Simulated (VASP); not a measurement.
Consider Ru (slab).

Input

```
SYSTEM = Ru
  PREC = Accurate
  ENCUT = 520
  EDIFF = 1E-6
  ISMEAR = 0
  SIGMA = 0.1
  LREAL = .False.
  LASPH = .True.
  NELM = 100
  ALGO = Fast
  ISIF = 2
  LWAVE = .False.
  LCHARG = .True.
  LDIPOL = .True.
  IDIPOL = 3
  DIPOL = 0.5 0.5 0.499
  GGA = PS
  LELF = .True.
  LVHAR = .True.
  LVACPOTAV = .True.
  NBANDS = 51
```

Run with:

```sh
cat potpaw_PBE.64/Ru_pv/POTCAR > POTCAR
mpirun -np 1 vasp_std > vasp.out
```

Not relaxed (largest force 1.7 eV/Å).

The calculation used VASP 6.6.1, Kohn-Sham DFT of a periodic cell, PBEsol, VASP PAW PBE potentials, recommended.

> What will maps of the valence pseudo-density and electron localisation function show?

Ru–Ru (2.54 Å): ρ at the midpoint is about 0.53 e/Å³; the ELF is about 0.35 at the midpoint.
Ru–Ru (2.63 Å): ρ is about 0.45 e/Å³ halfway; the ELF is about 0.35 at the midpoint.

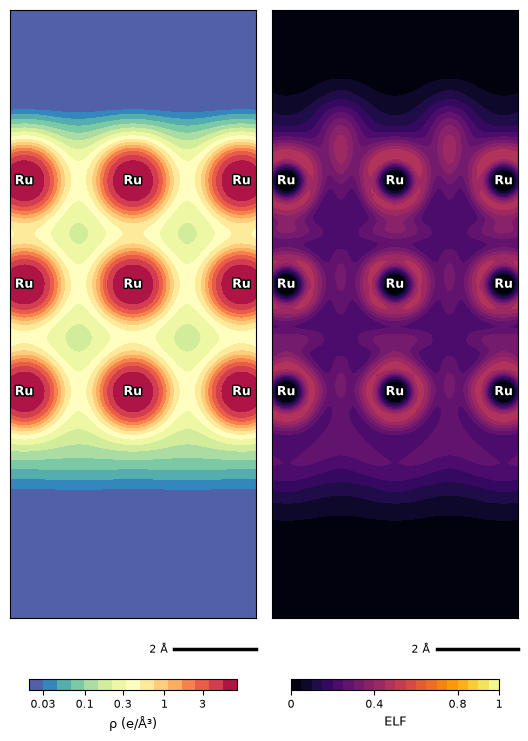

Computed valence pseudo-density and electron localisation function on the (010) plane of the calculation cell, a cut from vacuum to vacuum, in this order. 

In a PAW calculation such maps are meaningful between the atoms, not at the nuclei.
